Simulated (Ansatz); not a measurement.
Band-structure calculation, with input and output: Ir

Ir (Fm-3m, 1 atom in the cell), computed with DFT with r2SCAN, PAW plane waves, no spin polarisation (Ansatz 0.2.0).

The structure is a generated one, with these elements put on the sites of a known structure type; it need not be a known phase. Figures and captions count atoms from 1; the log counts them from 0 in places.

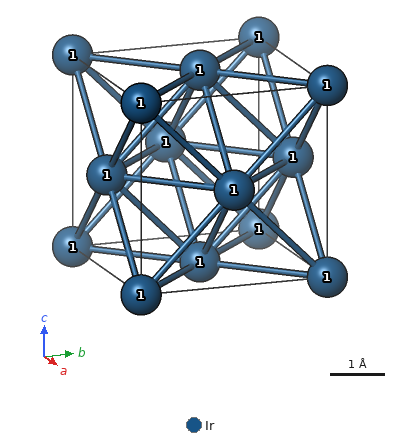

Figure 1. The structure as given in the input (ball-and-stick view of the cell 4 times as large as that of the calculation, set on its symmetry axes, seen slightly off an axis; atoms are numbered from 1 in the order of the input). Near neighbours in the crystal (not all of them lie inside the picture): Ir has 12 Ir at 2.61 Å.

Results in brief

| quantity | value |
| --- | --- |
| outcome | converged |
| space group (tolerance 0.01 Å) | Fm-3m (225) |
| electrons treated | 17 |
| free energy | −11948.4691 eV |
| Fermi energy | 29.683 eV |
| pressure | 61.25 GPa |
| electronic character | metal |
| largest force (length of the vector) | under 0.001 eV/Å |
| hardware | 1 thread of Arm Neoverse V1, 24 GiB of memory available, shared host |
| wall time | 7.2 s |
| peak memory | 0.31 GiB |

Remarks

Spin–orbit coupling is left out, which matters for Ir. The cell is under a pressure of 61 GPa at this level, so it is not at its equilibrium volume.

Input file
```yaml
crystal:
  lattice:
    - [0.0, 1.846093, 1.846093]
    - [1.846093, 0.0, 1.846093]
    - [1.846093, 1.846093, 0.0]
  atoms:
    - { symbol: Ir, position: [0.0, 0.0, 0.0] }
  symmetry: { tolerance: 0.0003 }
kpoints:
  mp_grid: { grid: [12, 12, 12], shift: [0, 0, 0] }
  band_path:
    path:
      - [0.0, 0.0, 0.0]
      - [0.5, 0.0, 0.5]
      - [0.625, 0.25, 0.625]
      - [0.375, 0.375, 0.75]
      - [0.0, 0.0, 0.0]
      - [0.5, 0.5, 0.5]
      - [0.5, 0.25, 0.75]
      - [0.5, 0.0, 0.5]
    npoints: 20
magnetization:
  spin_polarized: false
scf:
  occupations: { method: methfessel_paxton, width: 0.1216 }
  lower_state_search: "off"
  max_iter: 200
hamiltonian:
  pseudopotentials: { kind: paw }
  xc: r2scan
basis:
  ecutwfc: 500
  fft_grid_basis: typed
output:
  forces: true
  stress: true
  eigenvalues: true
  bader: true
  populations: true
  elf: true
  write_potential: true
  volumetric_format: npy
  dos:
    e_range: [-12, 8]
    de: 0.05
    projected: { site_lists: { Ir: [Ir] } }
checkpoint:
  read: saved_state
```

Launch command:
```bash
ansatz run input.yaml --threads 1 --pin off --max-ram 2560MiB --backend cpu --events-out ev --progress --plain --runs-dir out
```

Log
```
Engine: ansatz 0.2.0, aarch64-unknown-linux-gnu
Pseudopotentials: kind: paw
Pseudopotential: Ir, paw, valence charge 17, recommended cutoff 500 eV (meta_gga), Ir.paw.azcp
Functional definition: r2SCAN
  parameter k0 = 0.174
  parameter k1 = 0.065
  parameter a1 = 4.9479
  exchange = r2scan_x(k0 = k0, k1 = k1, a1 = a1)
  correlation = r2scan_c
Crystal: 1 atoms, lattice volume = 12.583 Å³
Basis set: ecut = 500 eV, 331 PW (Γ), exchange–correlation on 80×80×80 points (64 copies of the dense FFT grid, shifted against one another)
Bands: 13, of which v1, the nominal top of the filled ones, is band 9 counted from 1 (8 counted from 0)
Symmetry: 48 space group operations
Space group: Fm-3m (ITA 225), of the structure as read, at distance tolerance 7.0e-4 Å
k-points: 72 of 1728
Non-local potential: Ir, projectors of the file, l = 0: 3, l = 1: 2, l = 2: 2, l = 3: 1
PAW form: soft (Blöchl's): semilocal exchange-correlation on the pseudo side does not see the compensation charge
PAW frozen core: Ir, regenerated for the run's functional (the file was generated under x = pbe(κ = 0.804, μ = 0.2195149727645171), c = pbe(β = 0.06672455060314922))
PAW one-centre angular grid: Ir, 590 points (default); XC on 160 Gauss nodes
Initial density: read from a saved state, or passed on in memory by an earlier SCF of this step, an earlier step, the calling program or the single point that the run made first
Initial wavefunctions: pseudopotential atomic-orbital guess
Functional: x = r2scan, c = r2scan; τ floored in thin density (d = 2e-4 eV/Å³)
iter 1 solved again at ethr=1.29e-5 eV; its pass at ethr=3.10e-3 eV (dr2=2.20e-3 eV) is discarded
SCF iter   1: F=—  HF=-11948.451851 eV  |F-HF|=—  |Δ(HF+E_count)|=         —  Δρ=9.35e-3  dr2=2.22e-3  dr2_τ=8.75e-3  ethr=1.29e-5  ⟨swp⟩=1.4  Hψ=6682  notcnv=0
preconditioner: auto → none  [insulator: Δε(μ)=0.135 eV  Ē_g=16.438 eV  σ=0.122 eV  W_gap=0.70  n_scr=0 (ndim 8)  ℏωp=31.4 eV  f_vac=0.000  D(μ)=0.33/eV (n_scr^D=0)  ε∞_Penn≈4.7]
SCF iter   2: F=—  HF=-11948.468696 eV  |F-HF|=—  |Δ(HF+E_count)|=   1.68e-2  S|Δr|=    0.00e0  Δρ=4.98e-3  dr2=5.82e-4  dr2_τ=1.04e-4  ethr=1.29e-5  ⟨swp⟩=2.1  Hψ=1604  notcnv=0
SCF iter   3: F=—  HF=-11948.469090 eV  |F-HF|=—  |Δ(HF+E_count)|=   3.94e-4  S|Δr|=    0.00e0  Δρ=2.19e-4  dr2=3.99e-6  dr2_τ=2.17e-6  ethr=3.42e-6  ⟨swp⟩=2.4  Hψ=1233  notcnv=0
SCF iter   4: F=—  HF=-11948.469095 eV  |F-HF|=—  |Δ(HF+E_count)|=   4.61e-6  S|Δr|=    0.00e0  Δρ=9.68e-5  dr2=9.51e-7  dr2_τ=4.09e-7  ethr=2.35e-8  ⟨swp⟩=2.0  Hψ=1474  notcnv=0
SCF iter   5: F=—  HF=-11948.469095 eV  |F-HF|=—  |Δ(HF+E_count)|=   4.32e-8  S|Δr|=    0.00e0  Δρ=4.03e-5  dr2=1.63e-7  dr2_τ=6.23e-9  ethr=5.60e-9  ⟨swp⟩=2.1  Hψ=1229  notcnv=0
SCF iter   6: F=-11948.469095 eV  HF=-11948.469095 eV  |F-HF|=1.63e-9  |Δ(HF+E_count)|=   4.61e-8  S|Δr|=    0.00e0  Δρ=1.19e-5  dr2=1.40e-8  dr2_τ=1.02e-9  ethr=5.88e-10  ⟨swp⟩=8.7  Hψ=5771  notcnv=0
SCF 1 converged in 6 iterations: F = -11948.469095 eV  dr2 = 1.40e-8
  greatest PAW one-centre occupation: 1.001 electrons in one spin orbital (limit 2), on the Ir atom at site 0 (counted from 0), in its partial waves of l = 1
```

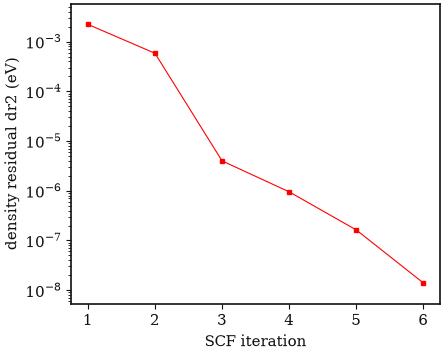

Figure 2. Convergence of the self-consistent field: density residual dr2 against the SCF iteration. The residual falls at every step.

```
NSCF: frozen V_eff on 141 k-points
SCF converged after 6 iterations
Stability not checked: this state was not tested for a lower state beside it, because cold or Methfessel-Paxton smearing, or corrected tetrahedra, fill the levels in a way that the test cannot read (fill_not_monotonic; see scf.lower_state_search)
Free energy (F): -11948.469095 eV
Harris-Foulkes:  -11948.469095 eV  (|F-HF|=1.63e-9)
Internal energy: -11948.470089 eV  (E = F + TS)
E sigma→0 (E₀):  -11948.469343 eV
Entropy (-TS):   0.000994 eV (0.994 meV/atom)
Fermi energy:    29.682677 eV
--- Per-component energies (eV) ---
  E_band       = -42.493171
  E_kinetic    = 630.066888
  E_local      = -930.986537  (includes V_loc(G=0)·N_el)
  E_nonlocal   = 74.519702
  E_hartree    = 370.322251
  E_xc         = -257.819284
  E_vxc        = -336.991313  (∫ρ·V_xc dr)
  E_paw        = -9250.435619  (= ΣΔE_a)
  E_vpaw       = -240.605593  (= ΣTr[D̂ρ^β])
  E_aug_tail   = -0.000029  (compensation charges beyond the density's cutoff)
  E_vtau       = 20.855048  (kinetic-family band-sum trace: ∫τ·v_τ [+ j·A + Jᵃ·Aᵃ] dr)
  E_ewald      = -2583.820568
  E_core_change = -0.316894  (= ΣΔE_core)
  E_smearing   = 0.000994  (= −TS)
  E_closure    = -0.000000  (closes the sum)
  Σ components = -11948.469095   (vs F -11948.469095, Δ=0.00e0)
--- Forces (eV/Å), atoms counted from 1 ---
  atom   1  Ir     0.00000000     0.00000000     0.00000000
  max |Σ_I F_I| component: 2.88e-32 eV/Å
--- Stress (GPa, compression-positive) ---
       61.250239       0.000000       0.000000
        0.000000      61.250239       0.000000
       -0.000000      -0.000000      61.250239
  P = ⅓ Tr σ = 61.2502 GPa (612.502 kbar)
--- Band table (eV; the first three rows and the last of 72) ---
  k-point 0: bands = ["-65.7447", "-21.4170", "-21.4170", "-21.4170", "16.7827", "24.8107", "24.8107", "24.8107", "28.0916", "28.0916", "43.4137", "49.8971", "49.8971"]
  k-point 1: bands = ["-65.7361", "-21.5072", "-21.4288", "-21.4288", "17.1492", "24.6062", "24.9690", "24.9690", "27.9821", "27.9821", "44.0639", "48.5562", "50.5235"]
  k-point 2: bands = ["-65.7125", "-21.7499", "-21.4610", "-21.4610", "18.1331", "24.2125", "25.2855", "25.2855", "27.8732", "27.8732", "45.3950", "46.6381", "52.2936"]
  k-point 71: bands = ["-65.5727", "-22.2568", "-22.2568", "-21.8990", "21.8743", "23.6445", "23.6445", "27.2792", "31.5565", "39.4076", "39.9856", "39.9856", "44.9299"]
--- Löwdin populations: 1 site ---
  site symbol       q [e]
     0     Ir     16.8108
  spilling = 0.011130 (of n_electrons = 17.000000)
--- Bader charges: 1 site ---
  site symbol  charge [e]  shift [e]
     0     Ir      0.0000     0.0000
  estimated error of the sums over rays = 6.3e-7 e
```

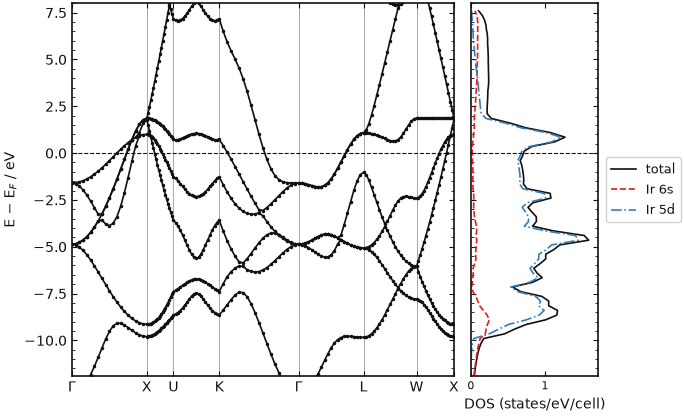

Figure 3. Band structure along Γ–X–U–K–Γ–L–W–X and density of states (projected on Löwdin-orthogonalised atomic shells), with energies from the Fermi level. Bands cross the Fermi level: a metal at this level of theory.

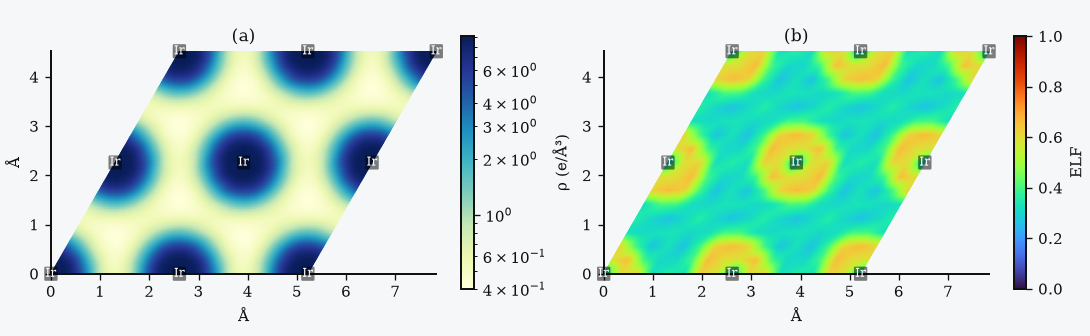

Figure 4. (a) valence pseudo-density; (b) electron localisation function on the plane of lattice vectors 2 and 3 of the input at fractional height 0.000 along vector 1, 2 × 2 cells, interpolated from points about 0.3 Å apart. The plane passes within 0.2 Å of Ir sites. The density in this plane falls to 0.42 e/Å³ at its lowest. The fields are smooth PAW fields, not the true ones close to the nuclei.
